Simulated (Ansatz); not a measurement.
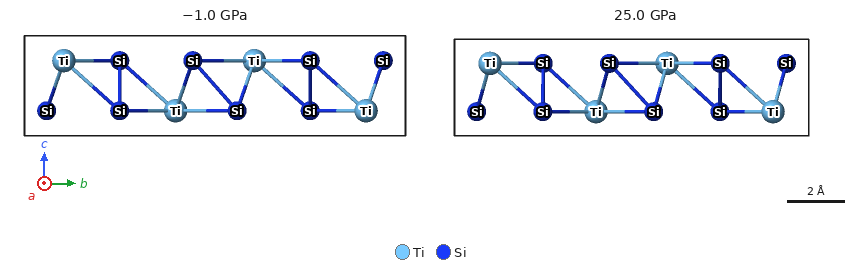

Crystalline TiSi$_{2}$ (set up in Cmcm), relaxed (cell and atoms) at several target pressures. The picture shows the first and the last member. A ball-and-stick model of the conventional cell (2 times the calculation's cell), seen along the a axis. Lengths and directions refer to the drawn axes.

Computed with Ansatz 0.2.0: DFT r2SCAN, scalar-relativistic, plane waves, PAW. (plane-wave cutoff 500 eV; k-point mesh 10 × 10 × 10 at −1.0 to 12.0, 12 × 12 × 10 at 25.0 GPa; occupations gaussian; smearing width 0.1 eV; no spin polarisation; cell and atoms relaxed; force threshold 0.008 eV/Å)

```
pressure (GPa)  volume (Å³/atom)  a (Å)   b (Å)  c (Å)
          −1.0            14.272  3.535  13.566  3.571
           0.0            14.161  3.528  13.511  3.565
           1.0                 ?      ?       ?      ?
           4.0            13.759  3.502  13.314  3.541
          12.0            13.101  3.459  12.991  3.499
          25.0            12.296  3.402  12.609  3.440
```

> One row is withheld. What does the calculation give there?

Murnaghan's form V = V₀(1 + B′P/B₀)^(−1/B′), with V₀ = 14.161 Å³ from the row at zero pressure, fits the other rows with B₀ = 131 GPa and B′ = 4.07 (largest miss 0.001 Å³). At 1.0 GPa it gives 14.161 × (1 + 4.07 × 1.0/131)^(−1/4.07) = 14.055 Å³ per atom. The calculation gives 14.056 Å³/atom (a = 3.521 Å, b = 13.459 Å, c = 3.559 Å). The estimate is 0.001 Å³/atom too low. From the first member to the last: Ti–Ti 3.324 → 3.059 Å, Si–Ti 2.815 → 2.667 Å, Si–Ti 2.672 → 2.548 Å.

The whole series:

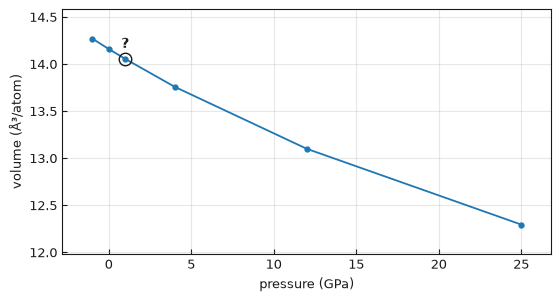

Each member starts from this one structure; whether another phase lies lower wasn't checked.
